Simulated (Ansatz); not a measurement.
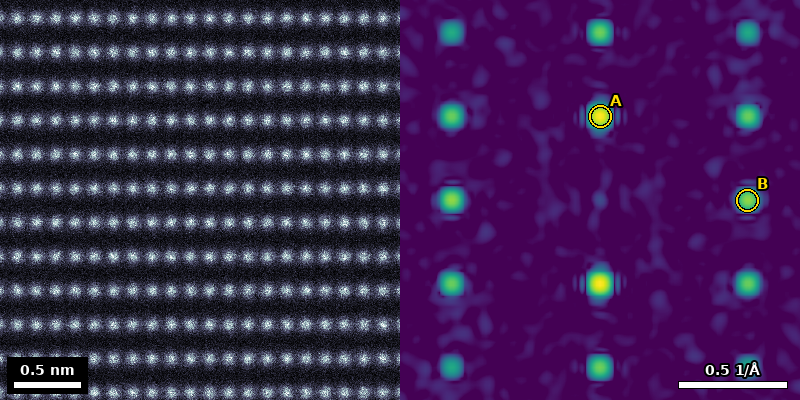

Integrated-DPC-like image of Ta (P6_3/mmc, No. 194) along [210]. Simulated as the projected potential of neutral atoms (B = 0.5 Å²) blurred by a 0.55 Å probe, the thin-sample limit of integrated differential phase contrast. Shot noise was added. Structure used: coordinates from a relaxation at fixed volume with DFT r2SCAN, scalar-relativistic, plane waves, PAW in Ansatz; the starting structure was generated, so it need not be a known form of this composition.

The right panel is the modulus of the image's Fourier transform on a logarithmic scale.

a = 2.886 Å, b = 2.886 Å, c = 5.105 Å, α = 90.00°, β = 90.00°, γ = 120.00°

**Index the marked spots and give their plane spacings (the zone axis points at the viewer; indices equivalent by symmetry, or all signs reversed, are as good).**

A: (0 0 -2), d = 2.55 Å; B: (1 -2 0), d = 1.44 Å. A and B enclose 90°, and every spot obeys the zone law hu + kv + lw = 0 for [210].
